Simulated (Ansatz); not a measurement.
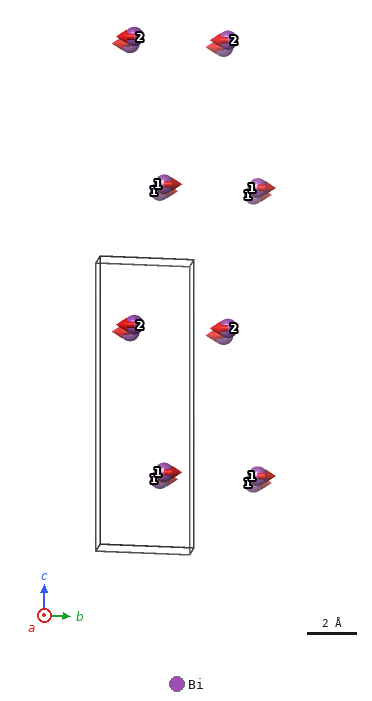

A symmetric starting cell of Bi. The red arrows show how the atoms are displaced, magnified 10 times. Style: ball-and-stick. Shown: the cell of the calculation, repeated 2 × 2 × 2 with one cell outlined, from a free direction.

Level of theory: Ansatz, DFT PBEsol, scalar-relativistic, plane waves, PAW. (plane-wave cutoff 420 eV; k-point mesh 9 × 9 × 4; occupations gaussian; smearing width 0.1 eV; no spin polarisation)

Describe the change and its computed effect.

Answer. Atoms are displaced by 0.08 Å: Bi1 0.08 Å along [1 2 0]. No relaxation follows. The starting cell wasn't computed here and needn't be at equilibrium, so pressure and forces aren't due to the change alone. The pressure is −3.5 GPa (not all of it need come from the change, since the unchanged cell can be under pressure at this level too). The principal stresses (compression positive) are −0.4 GPa along c and −5.1 GPa across it. The forces stay under 0.01 eV/Å. The space group (tolerance 0.01 Å) goes from P6_3/mmc (No. 194) to Cmcm (No. 63).
